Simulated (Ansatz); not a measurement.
Given this structure:

```
Be
1.0
     2.43141    0.00000    0.02506
     0.00000    2.42955    0.00000
     0.02506    0.00000    2.43980
Be
2
Direct
  0.00000 0.00000 0.00000
  0.50000 0.50000 0.50000
```

Summarise the structure in words.

Answer. The element is beryllium. Strictly the space group is C2/m (No. 12, within 0.01 Å). It is a distorted form of a body-centred cubic structure, space group Im-3m (No. 229) within 0.25 Å: body-centred cubic (W type). The cell holds two atoms. Each Be atom has eight Be in a cubic arrangement at 2.09 to 2.12 Å around it. The bonds build a three-dimensional framework.

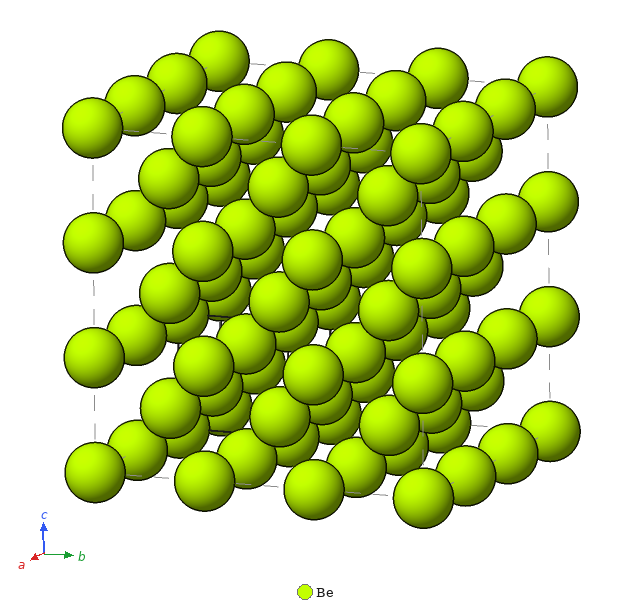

We look at a spheres-only model of the crystal slightly off an axis. The picture spans 3×3×3 cells, one drawn cell (a repeat of the simulation cell) being drawn with solid lines.

It goes back to a structure listed in the Materials Project. The cell was then strained or its atoms displaced on purpose. Ansatz was used for an electronic-structure calculation on it.

At this level of theory the cell isn't at rest (compressed, at 10 GPa), so its distances can differ from those at equilibrium, the more so the softer the solid.
